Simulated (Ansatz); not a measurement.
Input

```
crystal:
  lattice:
    - [0.0, 2.7234321187, 2.7234321187]
    - [2.7234321187, 0.0, 2.7234321187]
    - [2.7234321187, 2.7234321187, 0.0]
  atoms:
    - { symbol: Si, position: [0.25, 0.25, 0.25] }
    - { symbol: Si, position: [0.75, 0.75, 0.75] }
    - { symbol: Ni, position: [0.0, 0.0, 0.0] }
basis:
  ecutwfc: 420
kpoints:
  mp_grid: { grid: [14, 14, 14] }
hamiltonian:
  xc: pbe
  dispersion: d3bj
scf:
  occupations: { method: gaussian, width: 0.1 }
output:
  forces: true
  stress: true
  eigenvalues: true
  write_density: true
  write_potential: true
  elf: true
  volumetric_format: npy
relax:
  adjacent_minimum: "off"
  f_tol: 0.005
  max_steps: 50
  cell: { stress_tol: 0.05 }
```

Command:

```sh
ansatz run input.yaml --threads 1 --pin off --max-ram 2560MiB --backend cpu --events-out ev --progress --plain --runs-dir out
```

Below, planes, directions and counts refer to the conventional cell (a = 5.38 Å, b = 5.38 Å, c = 5.38 Å, α = 90.00°, β = 90.00°, γ = 90.00°).

The fields are those of the relaxed geometry.

Space group Fm-3m; computed without spin polarisation.

Method: DFT PBE+D3(BJ), scalar-relativistic, plane waves, PAW in Ansatz 0.2.0.

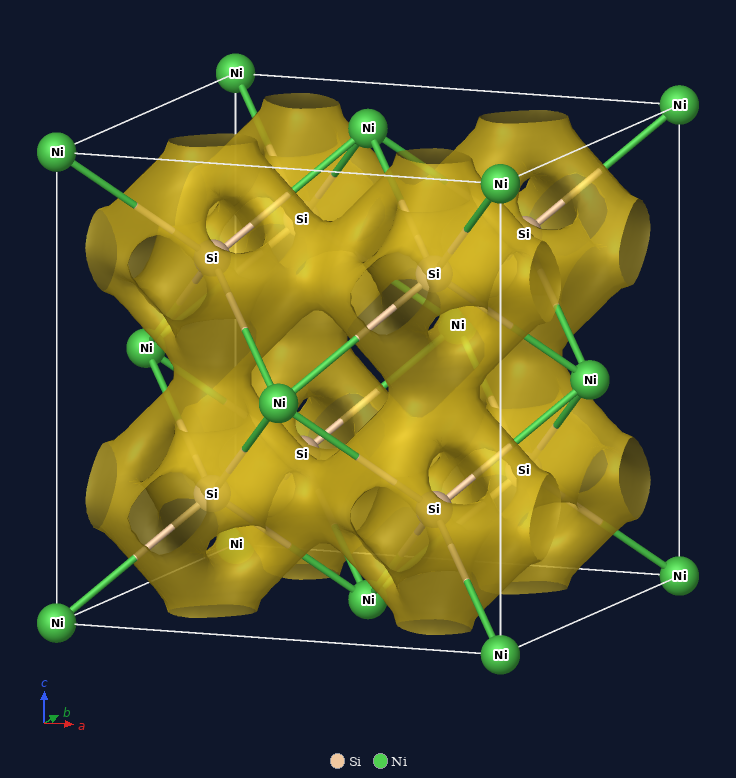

Si$_{2}$Ni. Isosurface of the electron localisation function at 0.55 (yellow), seen slightly off an axis. Only the valence region is drawn (cores and ρ < 0.01 e/Å³ removed). Sticks mark near contacts.

In a PAW calculation such maps are meaningful between the atoms, not at the nuclei.

What do the ELF domains correspond to?

Answer. The surface consists of one network that runs through the whole crystal, counted in one cell of 12 atoms. Regions shared between cells count once. Profiles from the grid: Si–Ni (2.33 Å): the ELF peaks at about 0.75 in the valence shell of Si, 0.9 Å from its nucleus, and is about 0.50 at the midpoint.

Metal or insulator at this level of theory?

Answer. It is metallic or semimetallic at this level of theory: no gap opens.
